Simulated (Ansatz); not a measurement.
Consider Nb (slab).

```cif
data_structure
_symmetry_space_group_name_H-M 'P 1'
_symmetry_Int_Tables_number 1
_cell_length_a 2.8675
_cell_length_b 2.8675
_cell_length_c 19.6826
_cell_angle_alpha 90.000
_cell_angle_beta 90.000
_cell_angle_gamma 109.471
_cell_volume 152.59
loop_
_atom_site_label
_atom_site_type_symbol
_atom_site_fract_x
_atom_site_fract_y
_atom_site_fract_z
_atom_site_occupancy
Nb1 Nb 0.50000 0.50000 0.38440 1
Nb2 Nb 0.00000 0.00000 0.50000 1
Nb3 Nb 0.50000 0.50000 0.61560 1
```

Computed without spin polarisation.

Method: Ansatz 0.2.0, DFT PBE, scalar-relativistic, plane waves, PAW.

Q: What will maps of the valence pseudo-density and electron localisation function show?

A: Nb–Nb (2.81 Å): the density is about 0.32 e/Å³ at the midpoint; the ELF is about 0.25 at the midpoint; no localised pair shows between them.

Q: Metal or insulator at this level of theory?

A: It is gapless in this calculation (a metal or semimetal).

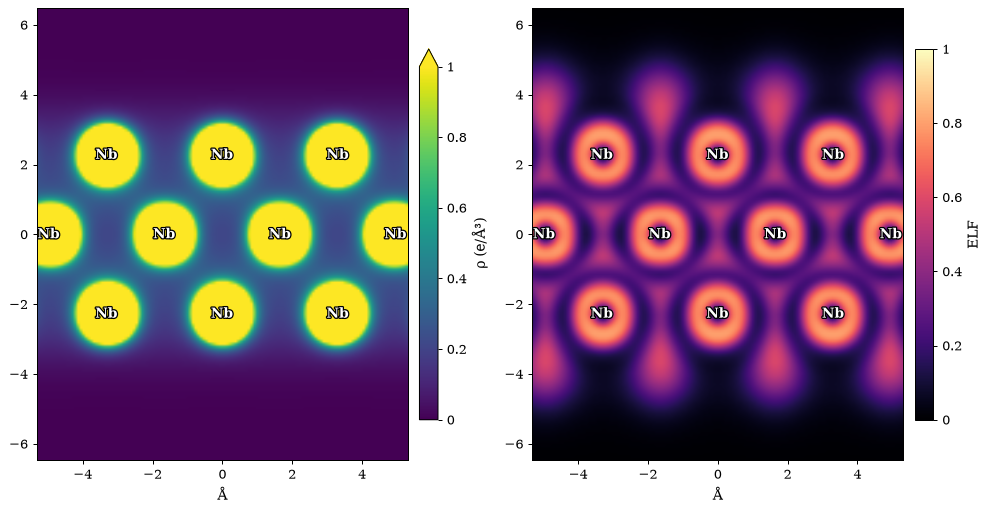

Computed valence pseudo-density and electron localisation function on the (11̄0) plane of the calculation cell, a cut from vacuum to vacuum, in this order. 

In a PAW calculation such maps are meaningful between the atoms, not at the nuclei.
